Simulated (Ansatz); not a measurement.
## What a change does: single-point calculation on SrTiO3

System: SrTiO3 (P4mm, 5 atoms in the cell).
Method of the first run: DFT PBE, scalar-relativistic, plane waves, PAW, PAW set soft_1, no spin polarisation (Ansatz 0.2.0).

The structure derives from an entry of the Crystallography Open Database. Text and figures count atoms from 1; the logs count them from 0 in places.

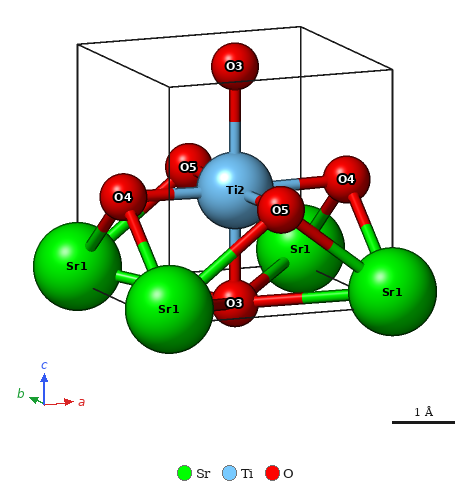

Fig. 1: The input geometry (ball-and-stick view of the cell of the calculation, set on other vectors, seen slightly off an axis; atoms are numbered from 1 in the order of the input). An atom can appear more than once, as a periodic image.

Input file, the first run:
```yaml
crystal:
  lattice:
    - [3.9364094381, 0.0, 0.0]
    - [0.0, 3.9364094381, 0.0]
    - [0.0, 0.0, 3.9364094381]
  atoms:
    - { symbol: Sr, position: [0.062003291, 0.0, 0.0] }
    - { symbol: Ti, position: [0.4365176476, 0.5, 0.5] }
    - { symbol: O, position: [-0.0400433309, 0.5, 0.5] }
    - { symbol: O, position: [0.4452039083, 0.0, 0.5] }
    - { symbol: O, position: [0.4452039083, 0.5, 0.0] }
basis:
  ecutwfc: 520.0
kpoints:
  mp_grid: { grid: [8, 8, 8] }
hamiltonian:
  xc: pbe
  pseudopotentials: { kind: paw, azcp: { folder: soft_1 } }
scf:
  occupations: { method: gaussian, width: 0.05 }
output:
  forces: true
  stress: true
  eigenvalues: true
```

Launched with:
```bash
ansatz run input.yaml --threads 2 --pin off --max-ram 4096MiB --backend cpu --events-out ev --progress --plain --runs-dir out
```

Hardware: 2 threads of Arm Neoverse N1, 98 GiB of memory available, shared host.

Output, shortened to warnings, some set-up lines, iterations and results (the first run):
```
Basis set: ecut = 520 eV, 1647 PW (Γ), exchange–correlation on 60×60×60 points (8 copies of the dense FFT grid, shifted against one another)
Symmetry: 8 space group operations
k-points: 75 of 512 (time reversal used)
Initial density: superposition of atomic densities (chi_scale 0.1, normalization cell, long waves kept (reshape's long-wave potential 0.00 eV rms))
[...]
SCF iter   1: F=—  HF=-7754.484473 eV  |F-HF|=—  |Δ(HF+E_count)|=         —  Δρ=5.20e-2  dr2=2.00e0  ethr=3.10e-3  ⟨swp⟩=7.6  Hψ=10110  notcnv=0
SCF iter   2: F=—  HF=-7754.219113 eV  |F-HF|=—  |Δ(HF+E_count)|=   2.65e-1  Δρ=3.01e-2  dr2=7.52e-1  ethr=3.10e-3  ⟨swp⟩=2.3  Hψ=2916  notcnv=0  defer=75
SCF iter   3: F=—  HF=-7754.101136 eV  |F-HF|=—  |Δ(HF+E_count)|=   1.18e-1  Δρ=7.13e-3  dr2=1.93e-2  ethr=1.88e-3  ⟨swp⟩=2.2  Hψ=3483  notcnv=0  defer=75
SCF iter   4: F=—  HF=-7754.108481 eV  |F-HF|=—  |Δ(HF+E_count)|=   7.34e-3  Δρ=2.66e-3  dr2=3.38e-3  ethr=4.82e-5  ⟨swp⟩=2.3  Hψ=3110  notcnv=0
SCF iter   5: F=—  HF=-7754.110039 eV  |F-HF|=—  |Δ(HF+E_count)|=   1.56e-3  Δρ=5.62e-4  dr2=1.67e-4  ethr=8.45e-6  ⟨swp⟩=2.0  Hψ=3322  notcnv=0
SCF iter   6: F=—  HF=-7754.110162 eV  |F-HF|=—  |Δ(HF+E_count)|=   1.23e-4  Δρ=2.16e-4  dr2=3.24e-5  ethr=4.18e-7  ⟨swp⟩=2.0  Hψ=2939  notcnv=0
SCF iter   7: F=—  HF=-7754.110191 eV  |F-HF|=—  |Δ(HF+E_count)|=   2.89e-5  Δρ=6.23e-5  dr2=3.01e-6  ethr=8.09e-8  ⟨swp⟩=2.0  Hψ=2923  notcnv=0
SCF iter   8: F=—  HF=-7754.110191 eV  |F-HF|=—  |Δ(HF+E_count)|=   2.45e-7  Δρ=1.53e-5  dr2=1.15e-7  ethr=7.53e-9  ⟨swp⟩=2.1  Hψ=2812  notcnv=0
SCF iter   9: F=-7754.110191 eV  HF=-7754.110191 eV  |F-HF|=3.29e-10  |Δ(HF+E_count)|=   2.99e-8  Δρ=3.95e-6  dr2=6.27e-9  ethr=2.50e-10  ⟨swp⟩=5.5  Hψ=7834  notcnv=0
SCF 1 converged in 9 iterations: F = -7754.110191 eV  dr2 = 6.27e-9
SCF converged after 9 iterations
Free energy (F): -7754.110191 eV
Harris-Foulkes:  -7754.110191 eV  (|F-HF|=3.29e-10)
Internal energy: -7754.110191 eV  (E = F + TS)
E sigma→0 (E₀):  -7754.110191 eV
Fermi energy:    10.385124 eV
--- Per-component energies (eV) ---
  E_band       = -221.362786
  E_kinetic    = 1023.047090
  E_local      = -2559.069655  (includes V_loc(G=0)·N_el)
  E_nonlocal   = 447.619360
  E_hartree    = 895.131941
  E_xc         = -510.647491
  E_vxc        = -581.012289  (∫ρ·V_xc dr)
  E_paw        = -4218.099481  (= ΣΔE_a)
  E_vpaw       = -342.211694  (= ΣTr[D̂ρ^β])
  E_aug_tail   = 0.000600  (compensation charges beyond the density's cutoff)
  E_ewald      = -2832.092555
  E_smearing   = -0.000000  (= −TS)
  E_closure    = -0.000000  (closes the sum)
  Σ components = -7754.110191   (vs F -7754.110191, Δ=0.00e0)
--- Forces (eV/Å), atoms counted from 1 ---
  atom   1  Sr    -1.93953983     0.00000000     0.00000000
  atom   2  Ti     1.14404654     0.00000000     0.00000000
  atom   3  O      0.01328066     0.00000000     0.00000000
  atom   4  O      0.39109745    -0.00000000     0.00000000
  atom   5  O      0.39109745     0.00000000     0.00000000
  max |Σ_I F_I| component: 1.77e-5 eV/Å
--- Stress (GPa, compression-positive) ---
        5.132348       0.000000       0.000000
        0.000000       5.950314       0.000000
        0.000000       0.000000       5.950314
  P = ⅓ Tr σ = 5.6777 GPa (56.777 kbar)
```

The input of the second run differs as follows (lines with − go, lines with + come):
```diff
-    - { symbol: Sr, position: [0.062003291, 0.0, 0.0] }
-    - { symbol: Ti, position: [0.4365176476, 0.5, 0.5] }
-    - { symbol: O, position: [-0.0400433309, 0.5, 0.5] }
-    - { symbol: O, position: [0.4452039083, 0.0, 0.5] }
-    - { symbol: O, position: [0.4452039083, 0.5, 0.0] }
+    - { symbol: Sr, position: [-0.0459115954, 0.0, 0.0] }
+    - { symbol: Ti, position: [0.5682112654, 0.5, 0.5] }
+    - { symbol: O, position: [0.0056959412, 0.5, 0.5] }
+    - { symbol: O, position: [0.5208318016, 0.0, 0.5] }
+    - { symbol: O, position: [0.5208318016, 0.5, 0.0] }
-  ecutwfc: 520.0
+  ecutwfc: "400 eV"
+  xc_grid: 3
```

Predict how the results change.

With the same functional and potentials, the second run lies 3.3 meV per atom lower (other lines of the input change too). The gap on the mesh goes from 1.72 to 1.95 eV. The pressure goes from 5.68 to 6.77 GPa. The largest force goes from 1.940 to 3.000 eV/Å. The number of SCF iterations is the same. The plane waves at Γ go from 1647 to 1141.

Output, shortened to warnings, some set-up lines, iterations and results (the second run):
```
Warning: basis.ecutwfc = 400 eV is below the records' recommended 420 eV, and the density's cutoff is lower with it unless basis.ecutrho_ratio is high enough to keep the records' density cutoff: compare with a run at a higher cutoff
Basis set: ecut = 400 eV, 1141 PW (Γ), exchange–correlation on 81×81×81 points (27 copies of the dense FFT grid, shifted against one another)
Symmetry: 8 space group operations
k-points: 75 of 512 (time reversal used)
Initial density: superposition of atomic densities (chi_scale 0.1, normalization cell, long waves kept (reshape's long-wave potential 0.00 eV rms))
[...]
SCF iter   1: F=—  HF=-7754.415751 eV  |F-HF|=—  |Δ(HF+E_count)|=         —  Δρ=5.11e-2  dr2=1.63e0  ethr=3.10e-3  ⟨swp⟩=7.5  Hψ=9938  notcnv=0
SCF iter   2: F=—  HF=-7754.198676 eV  |F-HF|=—  |Δ(HF+E_count)|=   2.17e-1  Δρ=2.87e-2  dr2=5.90e-1  ethr=3.10e-3  ⟨swp⟩=2.1  Hψ=2786  notcnv=0  defer=75
SCF iter   3: F=—  HF=-7754.118461 eV  |F-HF|=—  |Δ(HF+E_count)|=   8.02e-2  Δρ=6.58e-3  dr2=1.64e-2  ethr=1.48e-3  ⟨swp⟩=2.2  Hψ=3543  notcnv=0  defer=75
SCF iter   4: F=—  HF=-7754.125265 eV  |F-HF|=—  |Δ(HF+E_count)|=   6.80e-3  Δρ=2.53e-3  dr2=2.97e-3  ethr=4.10e-5  ⟨swp⟩=2.8  Hψ=3758  notcnv=0
SCF iter   5: F=—  HF=-7754.126232 eV  |F-HF|=—  |Δ(HF+E_count)|=   9.66e-4  Δρ=4.44e-4  dr2=1.11e-4  ethr=7.43e-6  ⟨swp⟩=2.1  Hψ=3168  notcnv=0
SCF iter   6: F=—  HF=-7754.126341 eV  |F-HF|=—  |Δ(HF+E_count)|=   1.10e-4  Δρ=1.47e-4  dr2=1.60e-5  ethr=2.77e-7  ⟨swp⟩=2.0  Hψ=2906  notcnv=0
SCF iter   7: F=—  HF=-7754.126770 eV  |F-HF|=—  |Δ(HF+E_count)|=   4.29e-4  Δρ=5.79e-5  dr2=1.79e-6  ethr=3.99e-8  ⟨swp⟩=2.0  Hψ=3300  notcnv=0
SCF iter   8: F=—  HF=-7754.126771 eV  |F-HF|=—  |Δ(HF+E_count)|=   1.70e-7  Δρ=1.53e-5  dr2=1.25e-7  ethr=4.47e-9  ⟨swp⟩=2.1  Hψ=2714  notcnv=0
SCF iter   9: F=-7754.126771 eV  HF=-7754.126771 eV  |F-HF|=5.98e-10  |Δ(HF+E_count)|=   5.65e-9  Δρ=3.62e-6  dr2=4.82e-9  ethr=2.50e-10  ⟨swp⟩=5.5  Hψ=7526  notcnv=0
SCF 1 converged in 9 iterations: F = -7754.126771 eV  dr2 = 4.82e-9
SCF converged after 9 iterations
Free energy (F): -7754.126771 eV
Harris-Foulkes:  -7754.126771 eV  (|F-HF|=5.98e-10)
Internal energy: -7754.126771 eV  (E = F + TS)
E sigma→0 (E₀):  -7754.126771 eV
Fermi energy:    10.588717 eV
--- Per-component energies (eV) ---
  E_band       = -219.298593
  E_kinetic    = 1024.263748
  E_local      = -2550.616923  (includes V_loc(G=0)·N_el)
  E_nonlocal   = 447.736637
  E_hartree    = 891.769364
  E_xc         = -510.698908
  E_vxc        = -581.055376  (∫ρ·V_xc dr)
  E_paw        = -4218.624691  (= ΣΔE_a)
  E_vpaw       = -343.166640  (= ΣTr[D̂ρ^β])
  E_aug_tail   = 0.002258  (compensation charges beyond the density's cutoff)
  E_ewald      = -2837.958256
  E_smearing   = -0.000000  (= −TS)
  E_closure    = 0.000000  (closes the sum)
  Σ components = -7754.126771   (vs F -7754.126771, Δ=0.00e0)
--- Forces (eV/Å), atoms counted from 1 ---
  atom   1  Sr     1.31019061    -0.00000000     0.00000000
  atom   2  Ti    -2.99996323    -0.00000000     0.00000000
  atom   3  O      1.75407970    -0.00000000     0.00000000
  atom   4  O     -0.03214197     0.00000000     0.00000000
  atom   5  O     -0.03214197     0.00000000     0.00000000
  max |Σ_I F_I| component: 2.31e-5 eV/Å
--- Stress (GPa, compression-positive) ---
       12.381430       0.000000       0.000000
        0.000000       3.957119       0.000000
        0.000000       0.000000       3.957119
  P = ⅓ Tr σ = 6.7652 GPa (67.652 kbar)
```

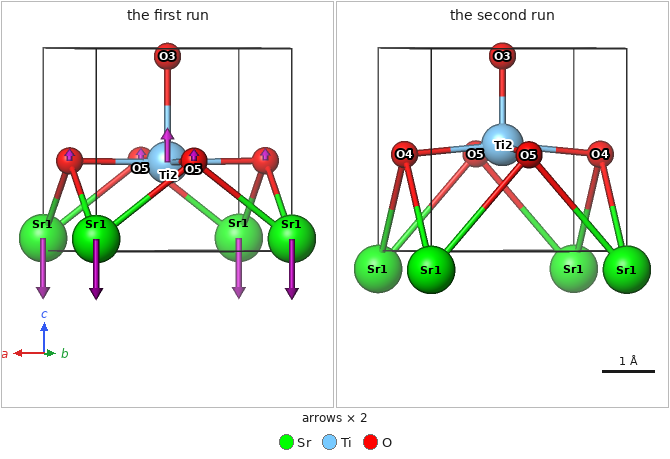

Fig. 2: The two input geometries at one scale (ball-and-stick view of the cell of the calculation, set on other vectors, seen at an oblique angle). The pink arrows on the first give the shifts of the atoms relative to the cell, with their mean removed, magnified 2 times. The atom that moves furthest is Sr1 (0.60 Å). By element the largest moves are Sr 0.60 Å, Ti 0.34 Å, O 0.12 Å. (The mean shift of all atoms is removed.) The cell doesn't change. Among the contacts that change: Sr1–O4 3.126 → 2.604 Å, Ti2–O3 1.876 → 2.214 Å, Sr1–O3 2.812 → 2.791 Å, Ti2–O4 1.969 → 1.977 Å.

The two runs side by side:

| quantity | the first run | the second run |
| --- | --- | --- |
| outcome | converged | converged |
| free energy per atom (eV) | −1550.8220 | −1550.8254 |
| gap on the mesh (eV) | 1.72 | 1.95 |
| pressure (GPa) | 5.68 | 6.77 |
| largest force (eV/Å) | 1.940 | 3.000 |
| SCF iterations | 9 | 9 |
| irreducible k-points | 75 | 75 |
| plane waves at Γ | 1647 | 1141 |
| wall time (shared host) | 14 s | 11 s |

For the first run: The cell is under a pressure of 5.7 GPa at this level, so it is not at its equilibrium volume. For the second run: These settings are looser than, or depart from, a standard set-up, so the numbers are not reference values for this system. Warnings: the cutoff is below the recommended one. So coarse a mesh can miss the band edges, so the true gap of this method can be much smaller, or zero.
